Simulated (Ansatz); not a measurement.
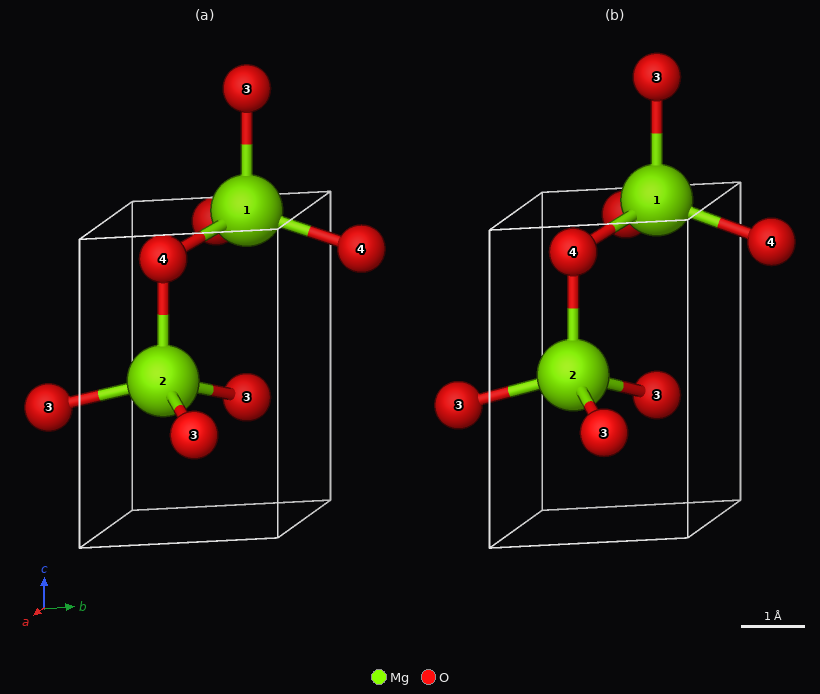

Left: a crystal of MgO (built on the wurtzite type) at its r2SCAN-relaxed geometry. Right: the same structure after one change, at the same scale. A ball-and-stick model of the cell of the calculation, seen slightly off an axis.

The calculation used DFT, r2SCAN, plane waves, PAW (Ansatz 0.2.0). Set-up: plane-wave cutoff 500 eV; k-point mesh 12 × 12 × 6; occupations fixed; no spin polarisation.

What was changed?

Answer. The cell is strained by +3.0 % along c and none across it (volume +3.0 %). The atoms were relaxed with r2SCAN under that strain, and this is a single point on that geometry.

What does the change do?

Answer. Near-neighbour distances before and after: Mg–O 1.987 → 2.004 Å, Mg–O 1.971 → 1.988 Å. The space group stays P6_3mc (No. 186). Energy change: +4.4 meV per atom. Pressure: 0.0 GPa before, −3.1 GPa after. The principal stresses (compression positive) are −4.1 GPa along c and −2.6 GPa across it. The forces stay under 0.01 eV/Å.
